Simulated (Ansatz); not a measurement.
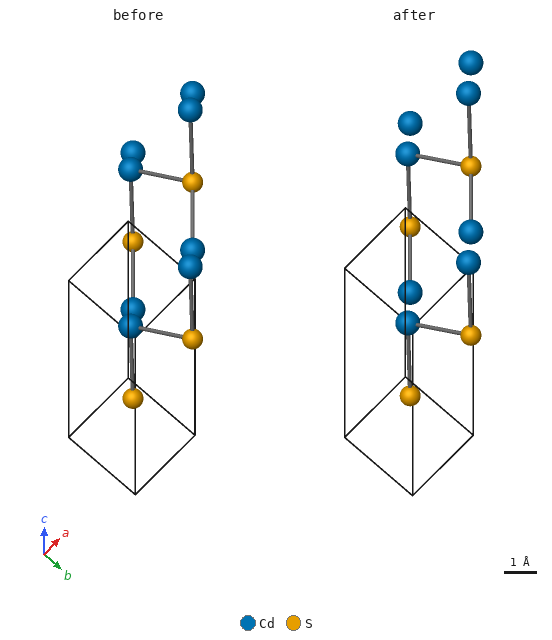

Left: a symmetric starting cell of Cd₂S. Right: the same structure after one change, at the same scale. Style: ball-and-stick. Shown: the cell of the calculation, repeated 2 × 1 × 2 with one cell outlined, from a free direction.

Level of theory: DFT PBEsol, scalar-relativistic, plane waves, PAW in Ansatz 0.2.0. (plane-wave cutoff 420 eV; k-point mesh 12 × 12 × 6; occupations gaussian; smearing width 0.05 eV; no spin polarisation)

Q: What was changed?

A: The cell is strained by +7.9 % along c and +1.9 % across it (volume +11.9 %) and atoms are displaced by up to 0.22 Å (root mean square over those that move 0.16 Å) relative to the cell: S 0.06 Å along −c. No relaxation follows. The starting cell wasn't computed here and needn't be at equilibrium, so pressure and forces aren't due to the change alone.

Q: How do the computed properties respond?

A: The pressure is −4.4 GPa (not all of it need come from the change, since the unchanged cell can be under pressure at this level too). The principal stresses (compression positive) are −4.8 GPa along c and −4.2 GPa across it. The largest force is 0.9 eV/Å, on a Cd atom. The forces mostly point back along the displacements (cosine −0.73). Among the bonded contacts that change: Cd–S 2.515 → 2.434 Å, Cd–S 2.601 → 2.635 Å. The space group stays P3m1 (No. 156).
